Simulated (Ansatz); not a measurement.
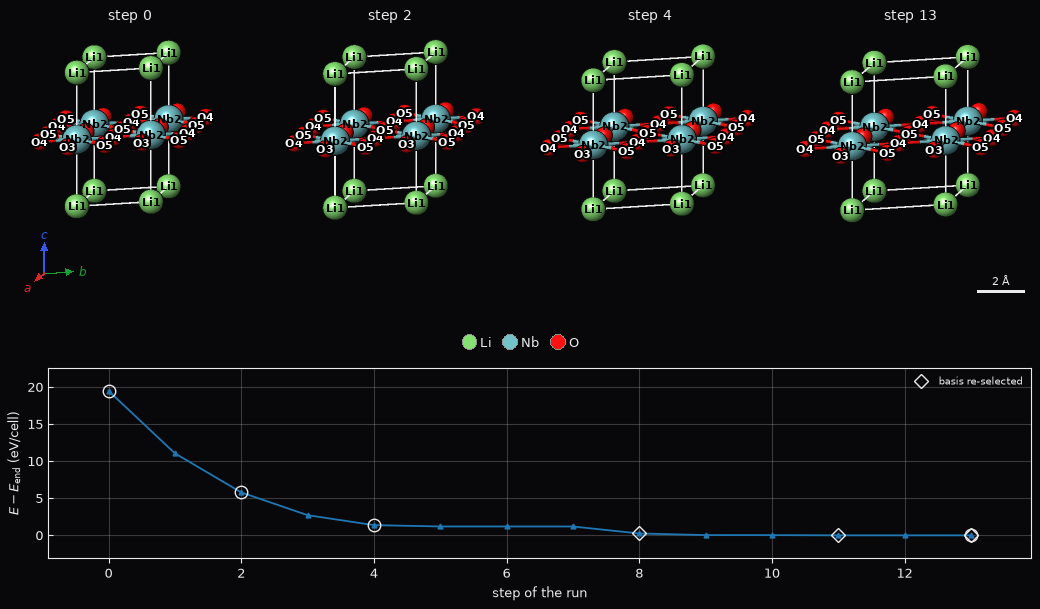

Frames of a relaxation of crystalline LiNbO₃ (a generated structure, set up in P6/mmm) (coarse preliminary run), marked on the history of the run. A ball-and-stick model of the cell of the calculation, seen slightly off an axis.

All numbers below come from Ansatz, DFT PBE, scalar-relativistic, plane waves, PAW.

Input file:
```yaml
crystal:
  lattice:
    - [3.33122075, 0.0, 0.0]
    - [-1.66561038, 2.8849218, 0.0]
    - [0.0, 0.0, 5.87168899]
  atoms:
    - { symbol: Li, position: [0.0, 0.0, 0.0] }
    - { symbol: Nb, position: [0.0, 0.0, 0.5] }
    - { symbol: O, position: [0.5, 0.0, 0.5] }
    - { symbol: O, position: [0.0, 0.5, 0.5] }
    - { symbol: O, position: [0.5, 0.5, 0.5] }
basis:
  ecutwfc: 420
kpoints:
  mp_grid: { grid: [6, 6, 4] }
hamiltonian:
  xc: pbe
scf:
  occupations: { method: gaussian, width: 0.1 }
  lower_state_search: "off"
output:
  forces: true
  stress: true
  eigenvalues: true
relax:
  adjacent_minimum: "off"
  f_tol: 0.04
  max_steps: 70
  cell: { stress_tol: 0.4 }
```

Command:
```bash
ansatz run input.yaml --threads 1 --pin off --max-ram 2560MiB --backend cpu --events-out ev --progress --plain --runs-dir out
```

Describe the path.

No atom moves by more than 0.005 Å relative to the cell. The volume changes by +51.9 %, with a = b 3.331 → 4.193 Å (+25.9 %), c 5.872 → 5.629 Å (−4.1 %). Near-neighbour distances that change, for instance: Nb2–O3 1.666 → 2.097 Å, O3–O4 1.666 → 2.097 Å, Li1–Nb2 2.936 → 2.815 Å. The space group stays P6/mmm (No. 191). The energy falls by 19.487 eV per cell of the calculation in 10 accepted moves (13 points after the start). All forces vanish by symmetry, so only the cell relaxes. Pressure: 201.38 GPa at the start and 0.02 GPa at the end. At 3 points the geometry stayed and the basis and grid were re-selected for the new cell (energy shift of 0.942 eV per cell of the calculation at most each time). The run took 25 s on 1 thread of Arm Neoverse V2 (shared host), peak memory 0.36 GiB. From step 0 to 2: volume +20.4 %, energy −13.691 eV per cell of the calculation. From step 2 to 4: volume +14.3 %, energy −4.417 eV per cell of the calculation. From step 4 to 13: volume +10.4 %, energy −1.378 eV per cell of the calculation.

Limits of the set-up: layers or molecules are held without a dispersion correction, so their spacing is unreliable.
